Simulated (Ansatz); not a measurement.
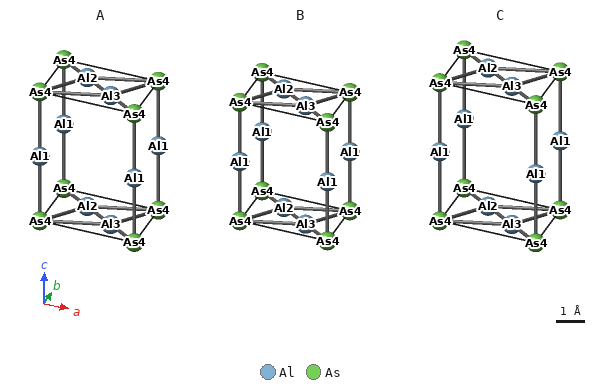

3 geometries from one relaxation of crystalline Al₃As (a generated structure, set up in P6/mmm) (coarse preliminary run), in shuffled order. The picture is a ball-and-stick view of the cell of the calculation, seen slightly off an axis.

These are results of DFT PBE, scalar-relativistic, plane waves, PAW (Ansatz), not measurements. (plane-wave cutoff 420 eV; k-point mesh 6 × 6 × 4; occupations gaussian; smearing width 0.1 eV; no spin polarisation; cell and atoms relaxed; force threshold 0.04 eV/Å; at most 70 steps)

Q: Order the frames from highest to lowest energy.

A: B, A, C. They are steps 0, 2, 8, at +416 meV per atom, +54.2 meV per atom relative to the last. The atoms keep their places relative to the cell (all moves are under 0.005 Å). The volume changes by +39.7 %, with a = b 4.306 → 4.714 Å (+9.5 %), c 4.545 → 5.300 Å (+16.6 %). Near-neighbour distances that change, for instance: Al1–As4 2.272 → 2.650 Å, Al2–Al3 2.486 → 2.722 Å, Al2–As4 2.486 → 2.722 Å. The space group stays P6/mmm (No. 191). After 6 accepted moves (8 points after the start) the energy has fallen by 416 meV per atom. All forces vanish by symmetry, so only the cell relaxes. The pressure goes from 23.86 to −0.03 GPa. At 2 points the geometry stayed and the basis and grid were re-selected for the new cell (energy shift of 8.8 meV per atom at most each time).
